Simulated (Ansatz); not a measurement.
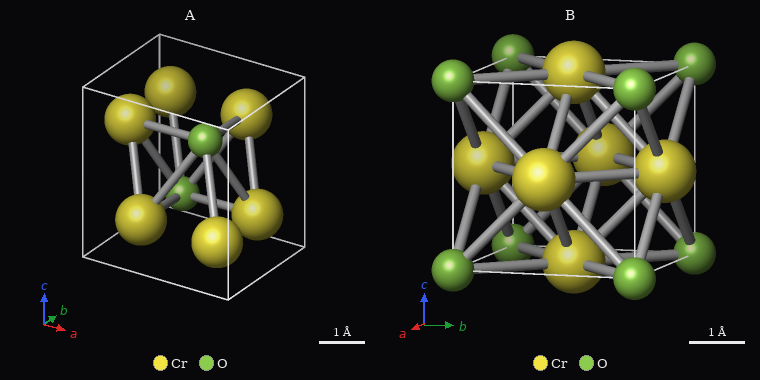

Two structures of Cr3O, each relaxed to rest (conventional cells in solid outline, small ones repeated, not to one scale). Method: DFT PBE, scalar-relativistic, plane waves, PAW (Ansatz), without spin polarisation (spin-restricted runs, not always the ground states).

**Characterise the two forms.**

A: 8 atoms a cell on a primitive hexagonal lattice, P6_3/mmc. B: Cu₃Au (L1₂) type, Pm-3m.

**What is the energy order of the two?**

A is lower, by 122 meV/atom at this level of theory (energies at zero smearing). Volumes: A 10.9, B 10.8 Å³/atom.

One or both may be structure types tried for this composition rather than known phases.
